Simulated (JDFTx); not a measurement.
# SnSe: 7 runs along one coordinate

System: SnSe (2 atoms in the cell).
Method: Kohn-Sham DFT of a periodic cell, r2SCAN, SG15-PBE-1.2, no spin polarisation (JDFTx 1.7.0 (patched build)).

The 7 runs differ only in the geometry, by an even scaling of the cell at fixed fractional positions. The structure derives from an entry of the Crystallography Open Database.

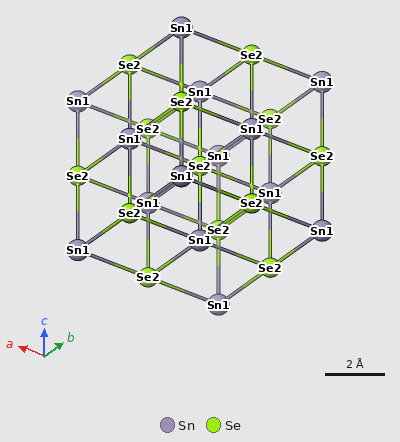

Figure 1. The structure of run 4 (ball-and-stick view of the cell 4 times as large as that of the calculation, set on its symmetry axes, seen at an oblique angle; atoms are numbered from 1 in the order of the input). An atom can appear more than once, as a periodic image.

**Input of run 4**
```
lattice Face-Centered Cubic 11.3761512702
coords-type Lattice
ion Sn     0.0000000000     0.0000000000     0.0000000000 1
ion Se     0.5000000000     0.5000000000     0.5000000000 1

ion-species pseudo/Sn.upf
ion-species pseudo/Se.upf
elec-cutoff 40 320
elec-ex-corr mgga-x-r2scan mgga-c-r2scan
kpoint-folding 6 6 6
elec-smearing Fermi 0.0018374661
elec-n-bands 16
electronic-SCF nIterations 100 energyDiffThreshold 1e-09
electronic-minimize nIterations 30 energyDiffThreshold 1e-7
forces-output-coords Cartesian

dump-name run.$VAR
dump End Ecomponents EigStats BandEigs Kpoints Forces Stress ElecDensity KEdensity
```

Command:
```bash
jdftx -c 1 -i SnSe.in -o SnSe.out
```

Lattice vectors (Å) and fractional positions of run 4:
```
   0.000000    3.010000    3.010000
   3.010000    0.000000    3.010000
   3.010000    3.010000    0.000000
Sn  0.000000  0.000000  0.000000
Se  0.500000  0.500000  0.500000
```

Run 3 has the same physical settings and fractional positions; its lattice vectors (Å) are:
```
   0.000000    2.989798    2.989798
   2.989798    0.000000    2.989798
   2.989798    2.989798    0.000000
```

**Results, with one run withheld**

| run | volume per atom (Å³) | free energy per atom, from the lowest run given (meV) | pressure (GPa) | gap on the mesh (eV) |
| --- | --- | --- | --- | --- |
| 1 | 25.635 | 6.10 | 2.44 | 0.55 |
| 2 | 26.180 | 0.00 | 1.12 | 0.46 |
| 3 | 26.725 | ? | ? | ? |
| 4 | 27.271 | 0.02 | −1.10 | 0.28 |
| 5 | 27.816 | 5.31 | −2.03 | 0.19 |
| 6 | 28.362 | 13.57 | −2.84 | 0.12 |
| 7 | 28.907 | 24.43 | −3.56 | 0.04 |

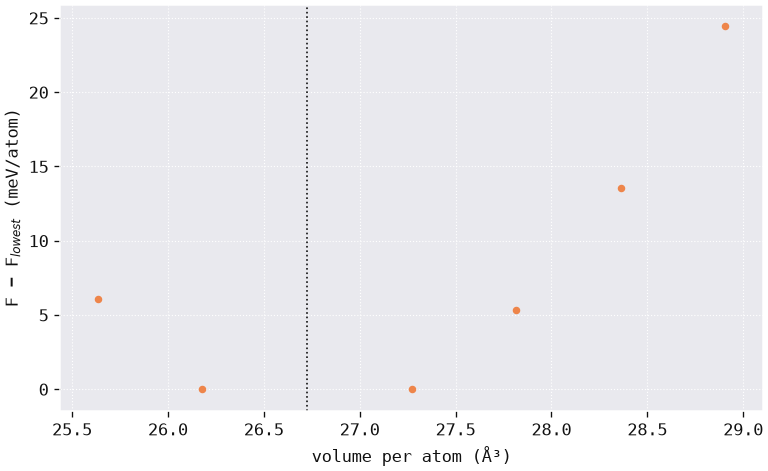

Figure 2. Free energy per atom of the runs given; the dotted line marks run 3.

Estimate the energy of run 3 from the others.

A cubic polynomial in V^(−2/3) (the Birch–Murnaghan form), fitted to the 6 runs given, misses them by at most 0.02 meV per atom. With x = V^(−2/3) − 0.11024 Å⁻², it reads F = 0.38596 − 2701.6 x + 8.0031e+05 x² + 3.1255e+06 x³ (meV per atom). At run 3 it gives −1.88 meV per atom, and the run itself gives −1.90. The slope of the fit gives a pressure −dF/dV of −0.03 GPa there, and the run prints −0.05 GPa. The fit has its minimum at 26.711 Å³ per atom, where V d²F/dV² gives 54.5 GPa: the bulk modulus at this level, since symmetry fixes the shape and the positions. The gap on the mesh goes, without turning, from 0.55 eV in run 1 to 0.04 eV in run 7; run 3 has 0.36 eV. These are gaps of this functional on this mesh, which can miss the band edges; they aren't the measured gap.

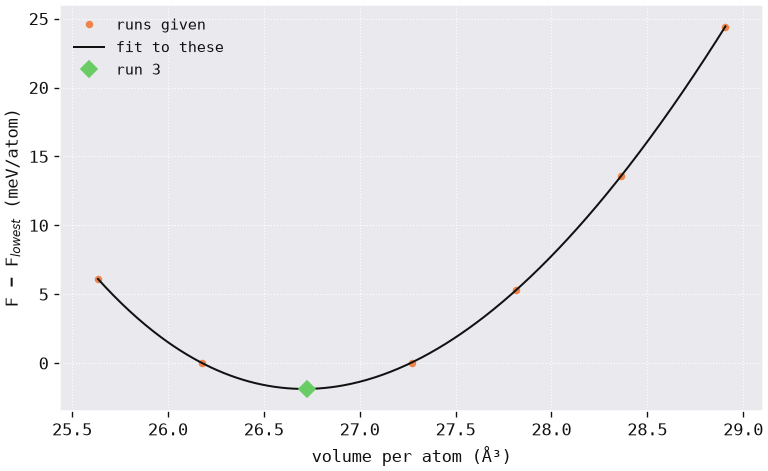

Figure 3. The fit and the withheld run.

**Some lines of the output (run 3)**
```
[...]
unit cell volume = 360.705
     Etot =      -69.4491774868288303
        F =      -69.4491937630853045
	HOMO-LUMO gap: +0.013355
	Optical gap  : +0.013355 at state 3 ( [ +0.000000 +0.000000 +0.500000 ] spin 0 )
```

Notes: Points of doubt noted for this run: metagga forces on grid.
